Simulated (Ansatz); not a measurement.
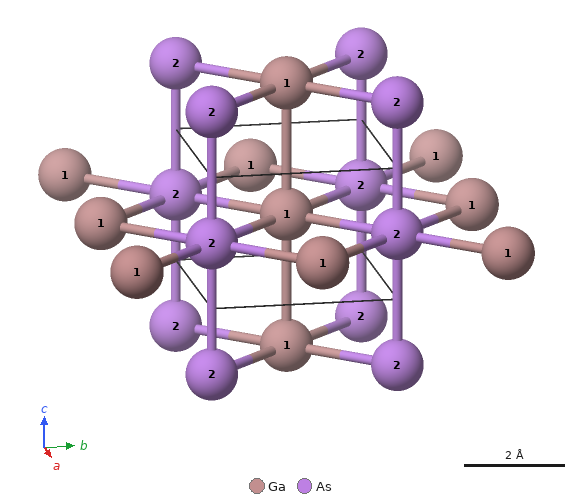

This is the input geometry for a relaxation of crystalline GaAs (a generated structure, set up in P4/mmm). Style: ball-and-stick. Shown: the cell of the calculation, slightly off an axis.

The run lets cell and atoms move.

Level of theory: Ansatz, Kohn-Sham DFT of a periodic cell, HSE06, Ansatz PAW.

The input:
```yaml
crystal:
  lattice:
    - [3.81014, 0.0, 0.0]
    - [0.0, 3.81014, 0.0]
    - [0.0, 0.0, 2.73891]
  atoms:
    - { symbol: Ga, position: [0.5, 0.5, 0.5] }
    - { symbol: As, position: [0.0, 0.0, 0.5] }
hamiltonian:
  xc: hse06
  pseudopotentials: { kind: paw }
kpoints:
  mp_grid: { grid: [4, 4, 5] }
scf:
  occupations: { method: fermi_dirac, width: 0.05 }
output:
  forces: true
  stress: true
  eigenvalues: true
relax:
  f_tol: 0.01
  max_steps: 40
  cell: { stress_tol: 0.05 }
```

Where does the relaxation end?

The energy falls by 0.193 eV per cell of the calculation in 6 accepted moves (7 points after the start). All forces vanish by symmetry, so only the cell relaxes. Pressure: −0.61 GPa at the start and −0.01 GPa at the end. At 1 point the geometry stayed and the basis and grid were re-selected for the new cell (energy shift of 0.3 meV per cell of the calculation at most each time). No atom moves by more than 0.005 Å relative to the cell. Cell: a = b 3.810 → 3.928 Å (+3.1 %), c 2.739 → 2.536 Å (−7.4 %). Volume −1.6 %. Among the contacts that change: As2–As2 2.739 → 2.536 Å, Ga1–Ga1 2.739 → 2.536 Å, Ga1–As2 2.694 → 2.778 Å. The space group stays P4/mmm (No. 123). Cost: 78 s on 1 × NVIDIA H100 80GB HBM3 with 2 threads of AMD EPYC 7R13 Processor (Zen 3), on a shared host, peak memory 1.6 GiB.

The end point in the same view:

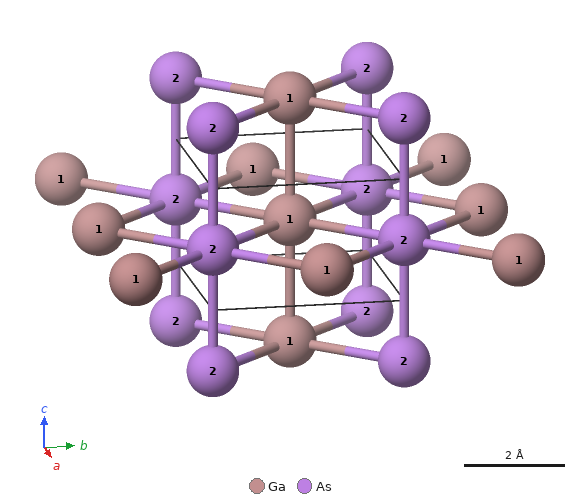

Limits of the set-up: the k-point mesh is coarse for a cell with partly filled bands.
